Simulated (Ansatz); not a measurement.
# The gap of Be3N2 (P6_3/mmc): a ladder of methods and an error budget

The study climbs from cheap functionals to G0W0 on Be3N2 (P6_3/mmc) and then asks what each convergence step is worth.

Method: density functionals, hybrids, G0W0, plane waves, PAW, in Ansatz 0.2.0.

## 1. Set-up

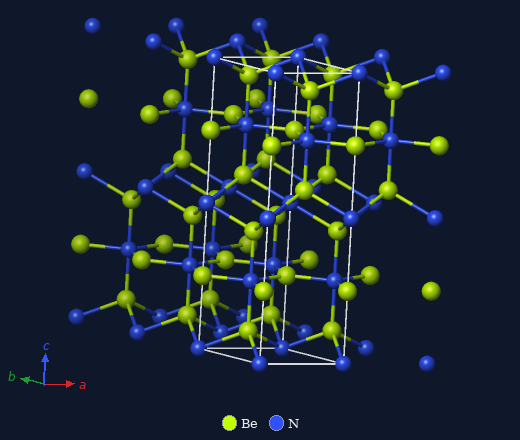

Start, viewed slightly off an axis; beryllium green, nitrogen blue. 2×3×1 cells are drawn. Bonds to atoms that aren't drawn are left out. Some periodic images of atoms are drawn too.

Structure file:

```cif
data_structure
_symmetry_space_group_name_H-M 'P 1'
_symmetry_Int_Tables_number 1
_cell_length_a 2.8417
_cell_length_b 2.8417
_cell_length_c 9.7468
_cell_angle_alpha 90.000
_cell_angle_beta 90.000
_cell_angle_gamma 120.000
_cell_volume 68.16
loop_
_atom_site_label
_atom_site_type_symbol
_atom_site_fract_x
_atom_site_fract_y
_atom_site_fract_z
_atom_site_occupancy
Be1 Be 0.33333 0.66667 0.07849 1
Be2 Be 0.66667 0.33333 0.57849 1
Be3 Be 0.66667 0.33333 0.92151 1
Be4 Be 0.33333 0.66667 0.42151 1
Be5 Be 0.00000 0.00000 0.25000 1
Be6 Be 0.00000 0.00000 0.75000 1
N7 N 0.00000 0.00000 0.00000 1
N8 N 0.00000 0.00000 0.50000 1
N9 N 0.33333 0.66667 0.25000 1
N10 N 0.66667 0.33333 0.75000 1
```

The cell and positions are those that the Materials Project relaxed with its own functionals (PBE, PBE+U or r2SCAN), kept fixed.

## 2. LDA bands

The cheap functional maps the bands first; the places of the edges decide which points the dearer methods must see.

This step: DFT, LDA, plane waves, PAW; PAW set soft_1.

The input, input.yaml:

```yaml
crystal:
  lattice:
    - [2.8416792263, 0.0, 0.0]
    - [-1.4208396132, 2.4609663994, 0.0]
    - [0.0, 0.0, 9.74684101]
  atoms:
    - { symbol: Be, position: [0.33333333, 0.66666667, 0.07848597] }
    - { symbol: Be, position: [0.66666667, 0.33333333, 0.57848597] }
    - { symbol: Be, position: [0.66666667, 0.33333333, 0.92151403] }
    - { symbol: Be, position: [0.33333333, 0.66666667, 0.42151403] }
    - { symbol: Be, position: [0.0, 0.0, 0.25] }
    - { symbol: Be, position: [0.0, 0.0, 0.75] }
    - { symbol: "N", position: [0.0, 0.0, 0.0] }
    - { symbol: "N", position: [0.0, 0.0, 0.5] }
    - { symbol: "N", position: [0.33333333, 0.66666667, 0.25] }
    - { symbol: "N", position: [0.66666667, 0.33333333, 0.75] }
kpoints:
  mp_grid: { grid: [12, 12, 2] }
  band_path:
    path:
      - [[0.0, 0.0, 0.0], [0.5, 0.0, 0.0], [0.33333333, 0.33333333, 0.0], [0.0, 0.0, 0.0], [0.0, 0.0, 0.5], [0.5, 0.0, 0.5], [0.33333333, 0.33333333, 0.5], [0.0, 0.0, 0.5]]
      - [[0.5, 0.0, 0.5], [0.5, 0.0, 0.0]]
      - [[0.33333333, 0.33333333, 0.5], [0.33333333, 0.33333333, 0.0]]
    npoints: 10
hamiltonian:
  xc: lda
  pseudopotentials: { kind: paw, azcp: { folder: soft_1 }, xc_functional: pbe }
scf:
  occupations: { method: fermi_dirac, width: 0.02 }
  n_extra_bands: 7
output:
  eigenvalues: true
  forces: true
  stress: true
  write_density: true
  write_potential: true
  elf: true
  volumetric_format: npy
```

Started as:

```console
ansatz run input.yaml --threads 3 --pin off --max-ram 92160MiB --backend cuda --events-out ev --progress --plain --runs-dir out --devices 1 --max-vram 13GiB
```

Numbers of over 12 decimals in the logs are rounded to 6 here.

The log of the run:

```text
scf.n_extra_bands = 7 over 16 filled bands (N_el = 32.0): the run solves 23 bands
GPUs: using 1 of 1 available (devices: 1).
Engine: ansatz 0.2.0, x86_64-unknown-linux-gnu
Pseudopotentials: kind: paw
Pseudopotential: Be, paw, valence charge 2, recommended cutoff 420 eV (normal), soft_1/Be.paw.azcp
Pseudopotential: N, paw, valence charge 5, recommended cutoff 420 eV (normal), soft_1/N.paw.azcp
Functional definition: SPW92
  exchange = slater_x
  correlation = pw_c
device memory: the entry about to start is reckoned to put 1.8 GiB on a device that reports 71.0 GiB free (of which the cap on the GPU budget leaves the run 13.0 GiB)
GPU FFT provider: cuFFT
GPU libraries: cuBLAS 13.8.2, cuFFT 12.4.0, cuSOLVER 12.3.4
Crystal: 10 atoms, lattice volume = 68.162 Å³
Basis set: ecut = 420 eV, 1329 PW (Γ)
Bands: 23, of which v1, the nominal top of the filled ones, is band 16 counted from 1 (15 counted from 0)
Symmetry: 24 space group operations
Space group: P63/mmc (ITA 194), of the structure as read, at distance tolerance 4.1e-5 Å
k-points: 38 of 288
Non-local potential: Be, projectors of the file, l = 0: 2, l = 1: 2, l = 2: 1
Non-local potential: N, projectors of the file, l = 0: 2, l = 1: 2, l = 2: 1
PAW form: soft (Blöchl's): semilocal exchange-correlation on the pseudo side does not see the compensation charge
PAW frozen core: Be, regenerated for the run's functional, and the local potential with it (the file was generated under x = pbe(κ = 0.804, μ = 0.219515), c = pbe(β = 0.066725))
PAW frozen core: N, regenerated for the run's functional, and the local potential with it (the file was generated under x = pbe(κ = 0.804, μ = 0.219515), c = pbe(β = 0.066725))
PAW one-centre angular grid: Be, 110 points (default); XC on 64 Gauss nodes
PAW one-centre angular grid: N, 110 points (default); XC on 64 Gauss nodes
Initial density: superposition of atomic densities (chi_scale 0.1, normalization cell, long waves kept (reshape's long-wave potential 0.01 eV rms))
Initial wavefunctions: pseudopotential atomic-orbital guess
GPU buffer pool allocated for 28800 grid points (all kernels)
GPU transforms: local potential and band sums: pruned to the plane-wave sphere, on 20×20×72
Functional: x = slater, c = lda
SCF iter   1: F=—  HF=-2040.462890 eV  |F-HF|=—  |Δ(HF+E_count)|=         —  Δρ=1.22e-1  dr2=1.15e1  ethr=3.10e-3  ⟨swp⟩=8.2  Hψ=4951  notcnv=0
preconditioner: auto → none  [insulator: Δε(μ)=4.831 eV  Ē_g=14.920 eV  σ=0.020 eV  W_gap=1.00  n_scr=6 (ndim 8)  ℏωp=25.4 eV  f_vac=0.000  D(μ)=0.00/eV (n_scr^D=0)  ε∞_Penn≈3.9]
SCF iter   2: F=—  HF=-2036.850489 eV  |F-HF|=—  |Δ(HF+E_count)|=    3.61e0  Δρ=3.73e-2  dr2=5.02e-1  ethr=3.10e-3  ⟨swp⟩=3.1  Hψ=2280  notcnv=0  defer=38
SCF iter   3: F=—  HF=-2036.751701 eV  |F-HF|=—  |Δ(HF+E_count)|=   9.88e-2  Δρ=1.49e-2  dr2=8.98e-2  ethr=1.57e-3  ⟨swp⟩=1.9  Hψ=1295  notcnv=0  defer=38
SCF iter   4: F=—  HF=-2036.736481 eV  |F-HF|=—  |Δ(HF+E_count)|=   1.52e-2  Δρ=1.19e-3  dr2=9.33e-4  ethr=2.81e-4  ⟨swp⟩=2.0  Hψ=1061  notcnv=0  defer=38
SCF iter   5: F=—  HF=-2036.736346 eV  |F-HF|=—  |Δ(HF+E_count)|=   1.36e-4  Δρ=3.62e-4  dr2=4.25e-5  ethr=2.91e-6  ⟨swp⟩=2.0  Hψ=1370  notcnv=0  defer=38
SCF iter   6: F=—  HF=-2036.736322 eV  |F-HF|=—  |Δ(HF+E_count)|=   2.37e-5  Δρ=8.42e-5  dr2=3.44e-6  ethr=1.33e-7  ⟨swp⟩=2.0  Hψ=1408  notcnv=0  defer=38
SCF iter   7: F=-2036.736321 eV  HF=-2036.736321 eV  |F-HF|=2.58e-8  |Δ(HF+E_count)|=   1.07e-6  Δρ=9.29e-6  dr2=3.78e-8  ethr=3.13e-10  ⟨swp⟩=13.3  Hψ=7081  notcnv=0
SCF 1 converged in 7 iterations: F = -2036.736321 eV  dr2 = 3.78e-8
[...]
device memory: the entry about to start is reckoned to put 2.3 GiB on a device that reports 69.3 GiB free (of which the cap on the GPU budget leaves the run 13.0 GiB)
NSCF: frozen V_eff on 93 k-points, pencils in batches of 32, up to order 104
SCF converged after 7 iterations
Free energy (F): -2036.736321 eV
Harris-Foulkes:  -2036.736321 eV  (|F-HF|=2.58e-8)
Internal energy: -2036.736321 eV  (E = F + TS)
E sigma→0 (E₀):  -2036.736321 eV
Fermi energy:    9.304706 eV
--- Per-component energies (eV) ---
  E_band       = 50.085194
  E_kinetic    = 656.482378
  E_local      = -765.598491  (includes V_loc(G=0)·N_el)
  E_nonlocal   = 168.645660
  E_hartree    = 258.598591
  E_xc         = -361.054118
  E_vxc        = -430.193348  (∫ρ·V_xc dr)
  E_paw        = -804.288354  (= ΣΔE_a)
  E_vpaw       = -96.456603  (= ΣTr[D̂ρ^β])
  E_aug_tail   = 0.003385  (compensation charges beyond the density's cutoff)
  E_ewald      = -1190.027271
  E_core_change = 0.501899  (= ΣΔE_core)
  E_smearing   = -0.000000  (= −TS)
  E_closure    = 0.000000  (closes the sum)
  Σ components = -2036.736321   (vs F -2036.736321, Δ=0.00e0)
--- Forces (eV/Å), atoms counted from 1 ---
  atom   1  Be    -0.00000000     0.00000000    -0.04952847
  atom   2  Be     0.00000000    -0.00000000    -0.04952847
  atom   3  Be     0.00000000    -0.00000000     0.04952847
  atom   4  Be    -0.00000000     0.00000000     0.04952847
  atom   5  Be    -0.00000000     0.00000000     0.00000000
  atom   6  Be     0.00000000    -0.00000000    -0.00000000
  atom   7  N     -0.00000000    -0.00000000     0.00000000
  atom   8  N      0.00000000     0.00000000     0.00000000
  atom   9  N      0.00000000     0.00000000     0.00000000
  atom  10  N     -0.00000000     0.00000000    -0.00000000
  max |Σ_I F_I| component: 1.67e-16 eV/Å
--- Stress (GPa, compression-positive) ---
       -7.584241      -0.000000      -0.000000
       -0.000000      -7.584241       0.000000
       -0.000000       0.000000      -7.666307
  P = ⅓ Tr σ = -7.6116 GPa (-76.116 kbar)
--- Band table (eV; the first three rows and the last of 38) ---
  k-point 0: bands = [... 12 lower, 7.1844, 7.2851, 7.6778, 7.6778, 13.8966, 14.8224, 15.3849, 15.9182, ... 3 higher]
  k-point 1: bands = [... 12 lower, 7.4849, 7.4849, 7.4849, 7.4849, 14.5193, 14.5193, 15.7072, 15.7072, ... 3 higher]
  k-point 2: bands = [... 12 lower, 7.0437, 7.2369, 7.2694, 7.5829, 14.1476, 15.0165, 15.6587, 15.8575, ... 3 higher]
  k-point 37: bands = [... 12 lower, 4.6710, 4.6710, 6.0338, 6.0338, 13.6106, 13.6106, 14.2835, 14.2835, ... 3 higher]
```

It took 6.8 s on 1 × NVIDIA H100 80GB HBM3 (shared by 6 runs) with 3 threads of AMD EPYC 7R13 (Zen 3), shared host; peak memory 0.89 GiB.

Reading the cycles: dr2 is the Hartree energy of the density residual (eV), the measure of convergence; HF is the Harris–Foulkes estimate of the energy, which meets the free energy F at convergence.

Numbers from this step:

```yaml
pressure: -7.612 GPa
filled_bands: 16
gap: 3.261 eV
valence_top_at: Γ
conduction_bottom_at: M
least_direct_gap: 4.652 eV
```

The gap is indirect, with the least direct gap 1.39 eV higher. The pressure of -8 GPa says that this functional would shrink the cell; it is kept.

Electronic bands along the path, in eV, zero at the top of the highest nominally filled band:

```csv
point,band 13,band 14,band 15,band 16,band 17,band 18,band 19,band 20
Γ,-0.49,-0.39,0.00,0.00,6.22,7.14,7.71,8.24
M,-2.24,-2.05,-1.43,-1.41,3.26,5.06,7.24,7.43
K,-3.33,-3.09,-3.09,-0.57,5.20,6.17,6.17,8.07
Γ,-0.49,-0.39,0.00,0.00,6.22,7.14,7.71,8.24
A,-0.19,-0.19,-0.19,-0.19,6.84,6.84,8.03,8.03
L,-2.05,-2.05,-1.75,-1.75,4.42,4.42,6.90,6.90
H,-3.01,-3.01,-1.64,-1.64,5.93,5.93,6.61,6.61
A,-0.19,-0.19,-0.19,-0.19,6.84,6.84,8.03,8.03
jump to L,-2.05,-2.05,-1.75,-1.75,4.42,4.42,6.90,6.90
M,-2.24,-2.05,-1.43,-1.41,3.26,5.06,7.24,7.43
jump to H,-3.01,-3.01,-1.64,-1.64,5.93,5.93,6.61,6.61
K,-3.33,-3.09,-3.09,-0.57,5.20,6.17,6.17,8.07
```

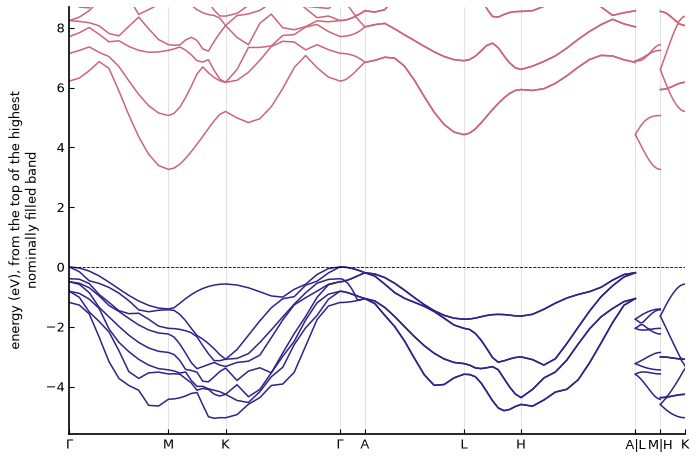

Electronic bands along the path; lines of filled and empty bands in two colours.

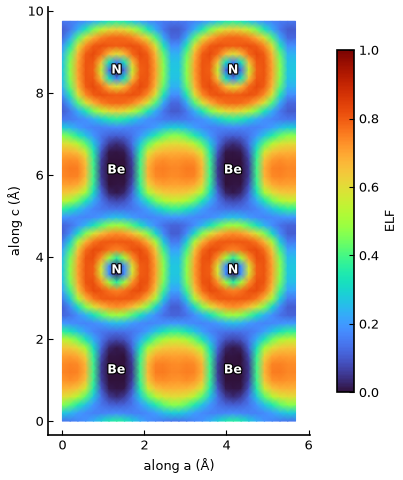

ELF in the ac plane at fractional y = 0.000, with atoms of Be and N within 0.2 Å of it. It is the smooth field of the valence electrons, not physical close to the nuclei. The map starts off the cell's origin, so that atoms lie inside it.

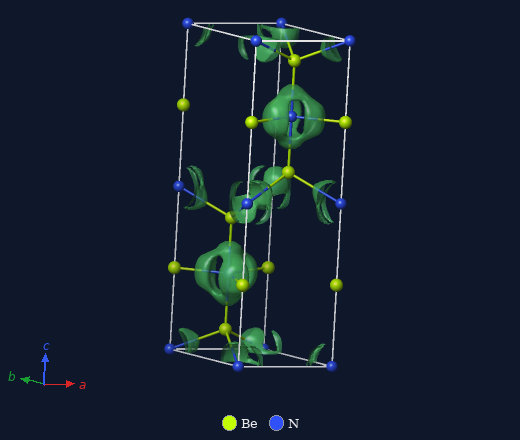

Surface of ELF = 0.81. Bonds to atoms that aren't drawn are left out.

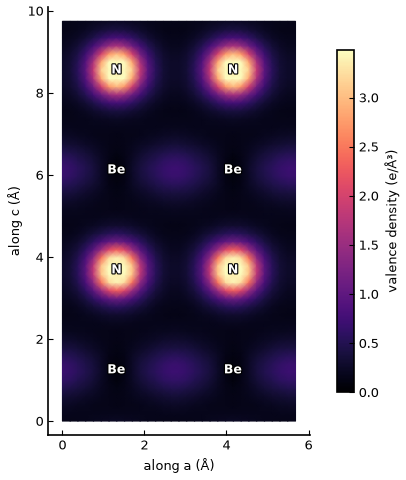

Valence density in the ac plane at fractional y = 0.000, with atoms of Be and N within 0.2 Å of it. It is the smooth field of the valence electrons, not physical close to the nuclei. The map starts off the cell's origin, so that atoms lie inside it.

## 3. r2SCAN

The meta-GGA depends on the orbitals through the kinetic-energy density, which usually opens the gap somewhat.

This step: DFT, r2SCAN, plane waves, PAW; PAW set soft_1.

The input, input.yaml:

```yaml
crystal:
  lattice:
    - [2.8416792263, 0.0, 0.0]
    - [-1.4208396132, 2.4609663994, 0.0]
    - [0.0, 0.0, 9.74684101]
  atoms:
    - { symbol: Be, position: [0.33333333, 0.66666667, 0.07848597] }
    - { symbol: Be, position: [0.66666667, 0.33333333, 0.57848597] }
    - { symbol: Be, position: [0.66666667, 0.33333333, 0.92151403] }
    - { symbol: Be, position: [0.33333333, 0.66666667, 0.42151403] }
    - { symbol: Be, position: [0.0, 0.0, 0.25] }
    - { symbol: Be, position: [0.0, 0.0, 0.75] }
    - { symbol: "N", position: [0.0, 0.0, 0.0] }
    - { symbol: "N", position: [0.0, 0.0, 0.5] }
    - { symbol: "N", position: [0.33333333, 0.66666667, 0.25] }
    - { symbol: "N", position: [0.66666667, 0.33333333, 0.75] }
kpoints:
  mp_grid: { grid: [12, 12, 2] }
  band_path:
    path:
      - [0.0, 0.0, 0.0]
      - [0.5, 0.0, 0.0]
      - [0.33333333, 0.33333333, 0.0]
      - [0.0, 0.0, 0.5]
      - [0.5, 0.0, 0.5]
      - [0.33333333, 0.33333333, 0.5]
      - [0.466666666, 0.066666666, 0.0]
    npoints: 1
hamiltonian:
  xc: r2scan
  pseudopotentials: { kind: paw, azcp: { folder: soft_1 } }
scf:
  occupations: { method: fixed }
  n_extra_bands: 7
output:
  eigenvalues: true
  forces: true
  stress: true
```

The log of the run:

```text
[...]
GPUs: using 1 of 1 available (devices: 1).
[...]
GPU FFT provider: cuFFT
GPU libraries: cuBLAS 13.8.2, cuFFT 12.4.0, cuSOLVER 12.3.4
Crystal: 10 atoms, lattice volume = 68.162 Å³
Basis set: ecut = 500 eV, 1739 PW (Γ), exchange–correlation on 96×96×288 points (64 copies of the dense FFT grid, shifted against one another)
[...]
k-point 0: bands = [... 12 lower, 7.2186, 7.3453, 7.7295, 7.7295, 14.5806, 15.6092, 16.2517, 17.0584, ... 3 higher]
  k-point 1: bands = [... 12 lower, 7.5361, 7.5361, 7.5361, 7.5361, 15.2677, 15.2677, 16.5957, 16.5957, ... 3 higher]
  k-point 2: bands = [... 12 lower, 7.0773, 7.2973, 7.3023, 7.6349, 14.8610, 15.8512, 16.5664, 16.9707, ... 3 higher]
  k-point 37: bands = [... 12 lower, 4.6641, 4.6641, 6.0659, 6.0659, 14.4984, 14.4984, 15.2534, 15.2534, ... 3 higher]
[key lines of the parts left out:]
SCF converged after 8 iterations
Free energy (F): -2111.167684 eV
Fermi energy:    7.729476 eV
P = ⅓ Tr σ = -1.3602 GPa (-13.602 kbar)
```

It took 6.8 s on 1 × NVIDIA H100 80GB HBM3 (shared by 6 runs) with 3 threads; peak memory 1 GiB.

This step gave:

```yaml
pressure: -1.360 GPa
gap: 3.997 eV
valence_top_at: Γ
conduction_bottom_at: M
least_direct_gap: 5.420 eV
```

The gap stands +0.74 eV against LDA.

## 4. HSE06

The screened hybrid is the usual rung above semilocal functionals: a quarter of exact exchange, cut off beyond a few ångström.

This step: DFT, HSE06, plane waves, PAW; PAW set soft_1.

input.yaml: that of step 3 with these lines changed.

```diff
@@ -17,3 +17,3 @@
 kpoints:
-  mp_grid: { grid: [12, 12, 2] }
+  mp_grid: { grid: [6, 6, 2] }
   band_path:
@@ -29,3 +29,3 @@
 hamiltonian:
-  xc: r2scan
+  xc: hse06
   pseudopotentials: { kind: paw, azcp: { folder: soft_1 } }
@@ -36,3 +36 @@
   eigenvalues: true
-  forces: true
-  stress: true
```

The log of the run:

```text
[...]
GPUs: using 1 of 1 available (devices: 1).
[...]
davidson cushion auto → on  (no smearing: the cushion is to keep the highest requested band from converging to the state above it; pin scf.eigensolver.cushion to override)
[...]
GPU FFT provider: cuFFT
GPU libraries: cuBLAS 13.8.2, cuFFT 12.4.0, cuSOLVER 12.3.4
Crystal: 10 atoms, lattice volume = 68.162 Å³
Basis set: ecut = 420 eV, 1329 PW (Γ)
[...]
Fermi energy:    7.040958 eV
[...]
--- Band table (eV; the first three rows and the last of 14) ---
  k-point 0: bands = [... 12 lower, 6.4580, 6.6793, 7.0410, 7.0410, 14.6884, 15.7615, 16.3548, 17.0871, ... 3 higher]
  k-point 1: bands = [... 12 lower, 6.8325, 6.8325, 6.8325, 6.8325, 15.4121, 15.4121, 16.6966, 16.6966, ... 3 higher]
  k-point 2: bands = [... 12 lower, 5.8270, 5.9137, 6.4730, 6.6528, 15.5291, 15.7157, 16.3344, 16.7912, ... 3 higher]
  k-point 13: bands = [... 12 lower, 3.8421, 3.8421, 5.2969, 5.2969, 14.4601, 14.4601, 15.3169, 15.3169, ... 3 higher]
[key lines of the parts left out:]
Free energy (F): -2103.767400 eV
```

It took 25 s on 1 × NVIDIA H100 80GB HBM3 (shared by 6 runs) with 3 threads; peak memory 1.3 GiB; 28 s of CPU time.

This step gave:

```yaml
gap: 4.626 eV
valence_top_at: Γ
conduction_bottom_at: M
least_direct_gap: 6.106 eV
```

The gap stands +1.37 eV against LDA.

## 5. PBE0

PBE0 differs from HSE06 by long-range exchange, so the pair shows what that tail is worth.

This step: DFT, PBE0, plane waves, PAW; PAW set soft_1.

input.yaml: that of step 4 with these lines changed.

```diff
@@ -29,3 +29,3 @@
 hamiltonian:
-  xc: hse06
+  xc: pbe0
   pseudopotentials: { kind: paw, azcp: { folder: soft_1 } }
```

The log of the run:

```text
[...]
GPUs: using 1 of 1 available (devices: 1).
[...]
GPU FFT provider: cuFFT
GPU libraries: cuBLAS 13.8.2, cuFFT 12.4.0, cuSOLVER 12.3.4
Crystal: 10 atoms, lattice volume = 68.162 Å³
Basis set: ecut = 420 eV, 1329 PW (Γ)
Bands: 23, of which v1, the nominal top of the filled ones, is band 16 counted from 1 (15 counted from 0)
Symmetry: 24 space group operations
[...]
k-points: 14 of 72
[...]
Fermi energy:    6.658378 eV
[...]
--- Band table (eV; the first three rows and the last of 14) ---
  k-point 0: bands = [... 12 lower, 6.0656, 6.2983, 6.6584, 6.6584, 15.0548, 16.1422, 16.7354, 17.4749, ... 3 higher]
  k-point 1: bands = [... 12 lower, 6.4479, 6.4479, 6.4479, 6.4479, 15.7884, 15.7884, 17.0785, 17.0785, ... 3 higher]
  k-point 2: bands = [... 12 lower, 5.4330, 5.5184, 6.0897, 6.2676, 15.9046, 16.0993, 16.7150, 17.1804, ... 3 higher]
  k-point 13: bands = [... 12 lower, 3.4441, 3.4441, 4.9049, 4.9049, 14.8338, 14.8338, 15.7024, 15.7024, ... 3 higher]
[key lines of the parts left out:]
Free energy (F): -2104.261031 eV
```

Wall time 20 s (1 × NVIDIA H100 80GB HBM3 (shared by 6 runs) with 3 threads); peak memory 1.2 GiB; 26 s of CPU time.

Numbers from this step:

```yaml
gap: 5.366 eV
valence_top_at: Γ
conduction_bottom_at: M
least_direct_gap: 6.847 eV
```

The gap stands +2.10 eV against LDA.

[end of part 1 of 3]

[Paths, hosts, dates, memory and timing lines, banners, echoed tables and standing remarks are left out of the program output.]

[Logs are printed without paths, hosts, clocks, repeated set-up lines and the standing remarks that a program may print on its own settings, such as how far it seeks lower states.]

[Runs of the session that timed out or met a known fault of the program may be left out.]

[Cells called generated may have been cut or substituted from an entry of the Crystallography Open Database or the Materials Project.]

[Hosts, paths, dates, database ids (printed as entryN), source tags and the programs' standing remarks are cut or masked in the printed files.]
